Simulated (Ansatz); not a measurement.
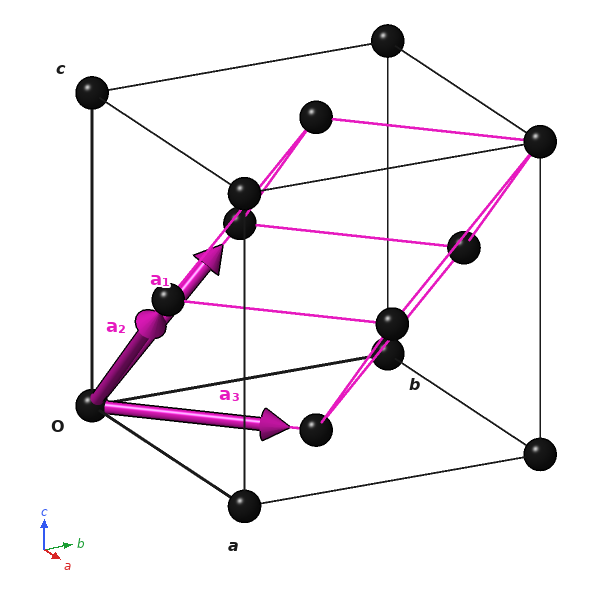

The conventional cell (thin) and a primitive cell (coloured, vectors a₁, a₂, a₃), with the lattice points alone. Crystal: Mo, the end point of a relaxation with Ansatz, DFT PBEsol, scalar-relativistic, plane waves, PAW. All values are computed from the atomic coordinates in the standard setting (tolerance 0.002 Å).

a = 3.961 Å, b = 3.961 Å, c = 3.961 Å, α = 90.00°, β = 90.00°, γ = 90.00°.

### What is the centring, and how are the primitive vectors built?

F, face-centred cubic, with lattice points at (0, 0, 0), (1/2, 1/2, 0), (1/2, 0, 1/2), (0, 1/2, 1/2). a₁ = 1/2 b + 1/2 c; a₂ = 1/2 a + 1/2 c; a₃ = 1/2 a + 1/2 b.

### Give the primitive cell's size and content.

Edges 2.801, 2.801, 2.801 Å; angles 60.00°, 60.00°, 60.00°; volume 15.53 Å³, 1/4 of the conventional cell; 1 of its 4 atoms.
